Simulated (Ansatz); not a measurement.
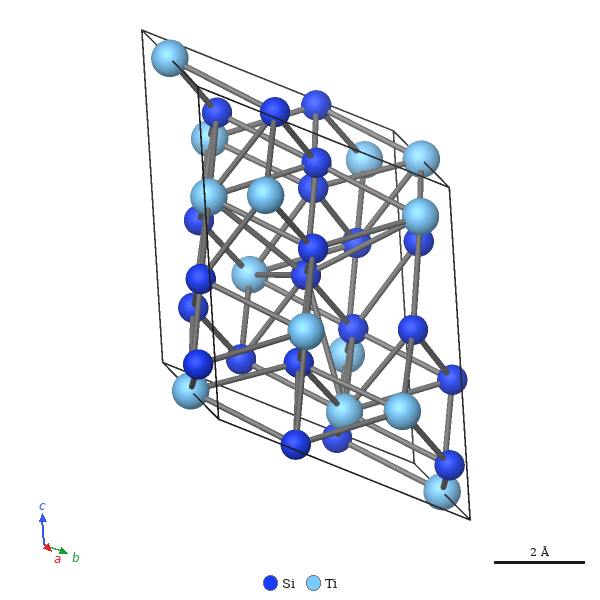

Shown here is a ball-and-stick view of the crystal, taken from a general direction. The edges of the supercell are marked. The host is TiSi2, in a cell of 24 sites, and the cell is neutral.

### Name the defect and give its surroundings.

Silicon on a titanium site (an antisite). It is bonded to four Ti and four Si (about 3.2 Å to Ti, 2.5 Å to Si). Not all metal-metal contacts are counted.

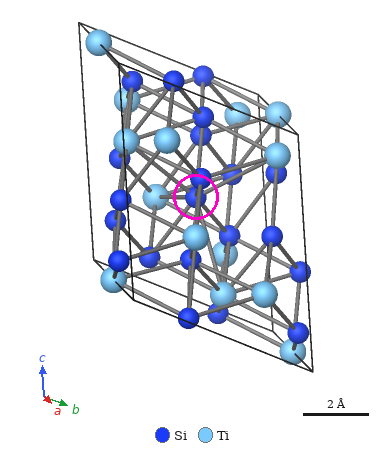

The same cell with a ring at the defect's site.

The atoms were relaxed in the host's cell with Ansatz, DFT PBEsol, scalar-relativistic, plane waves, PAW.
